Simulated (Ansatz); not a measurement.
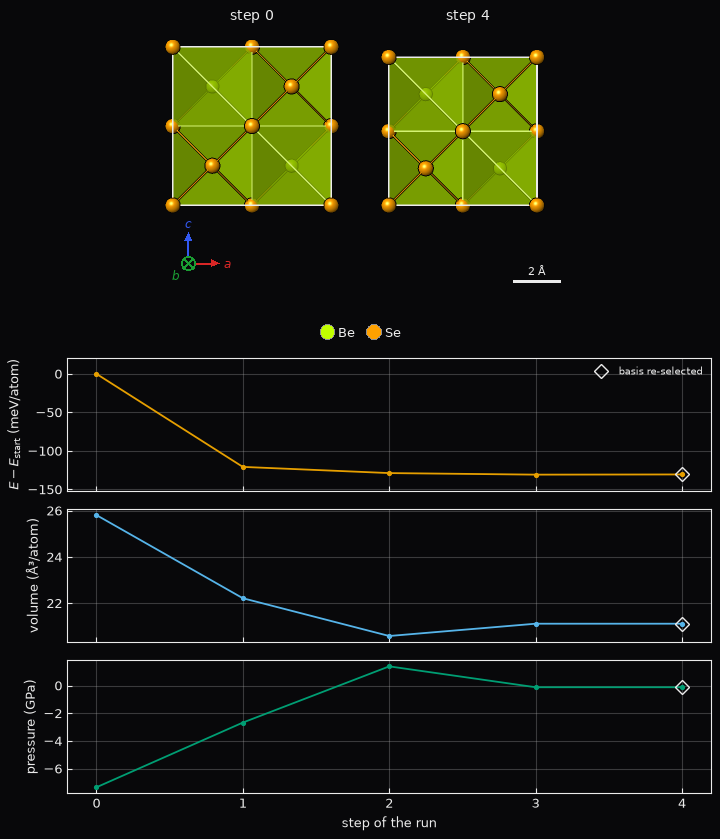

First and last geometry of a relaxation of solid BeSe2 (a generated structure, set up in F-43m) (coarse preliminary run), with the history of the run. Style: polyhedral. Shown: the conventional cell (4 times the calculation's cell), along the b axis. Lengths and directions refer to the drawn axes.

Theory: Ansatz 0.2.0, DFT PBE, scalar-relativistic, plane waves, PAW. Settings: plane-wave cutoff 420 eV; k-point mesh 4 × 4 × 4; occupations gaussian; smearing width 0.1 eV; no spin polarisation; cell and atoms relaxed; force threshold 0.04 eV/Å; at most 70 steps.

Question: Read the history and describe the run.

Answer: It converged. The atoms keep their places relative to the cell (all moves are under 0.005 Å). The volume changes by −18.2 %, with a = b = c 6.766 → 6.328 Å (−6.5 %). Some distances before and after: Be–Se 2.930 → 2.740 Å, Se–Se 2.930 → 2.740 Å. The space group stays F-43m (No. 216). After 3 accepted moves (4 points after the start) the energy has fallen by 131 meV per atom. All forces vanish by symmetry, so only the cell relaxes. Pressure: −7.34 GPa at the start and −0.12 GPa at the end. The SCF was repeated once at an unchanged geometry on a basis and grid sized afresh for the cell, which shifted the energy by 0.3 meV per atom at most.
